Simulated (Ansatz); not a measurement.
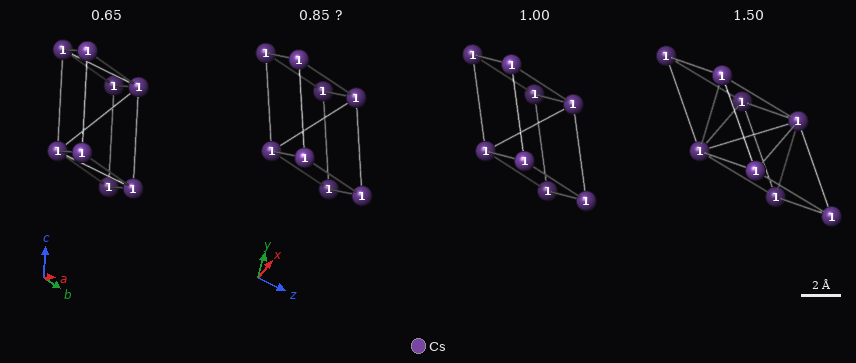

A crystal of Cs (Im-3m): the ratio of the cell's length along z to its lengths across, counted as 1 for the reference, is changed at fixed volume (a tetragonal or Bain path), with the atoms kept at their fractional coordinates. x, y and z are the Cartesian axes of the input. A ball-and-stick model of the cell of the calculation, seen slightly off an axis.

All numbers below come from DFT PBE, scalar-relativistic, plane waves, PAW in Ansatz 0.2.0. (plane-wave cutoff 420 eV; k-point mesh 12 × 12 × 12; occupations gaussian; smearing width 0.15 eV; no spin polarisation). Energies (free energies at the smearing named) are counted from the cell as listed in its source, which wasn't relaxed.

```
axial ratio over its reference value  E − E(ref) (meV/atom)
                               0.650                   74.2
                               0.707                   38.7
                               0.780                   15.1
                               0.850                      ?
                               0.920                    0.8
                               0.960                    0.1
                               1.000                    0.0
                               1.050                    0.1
                               1.100                    0.3
                               1.200                    0.3
                               1.300                   −0.3
                               1.414                   −0.8
                               1.500                   −0.3
```

**One row is withheld. What is its energy?**

A straight line between the two neighbours gives 8.0 meV/atom. A cubic through the four nearest rows (0.707, 0.780, 0.920, 0.960) gives, with Lagrange weights, (−0.1370)(38.7) + (0.5986)(15.1) + (0.9231)(0.8) + (−0.3847)(0.1) = 4.4 meV/atom. The calculation gives 4.7 meV/atom, so the cubic is 0.3 meV/atom too low and the straight line 3.3 meV/atom too high, as the curve bends upwards here.

The whole profile:

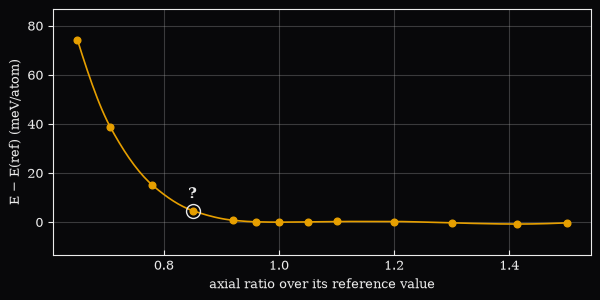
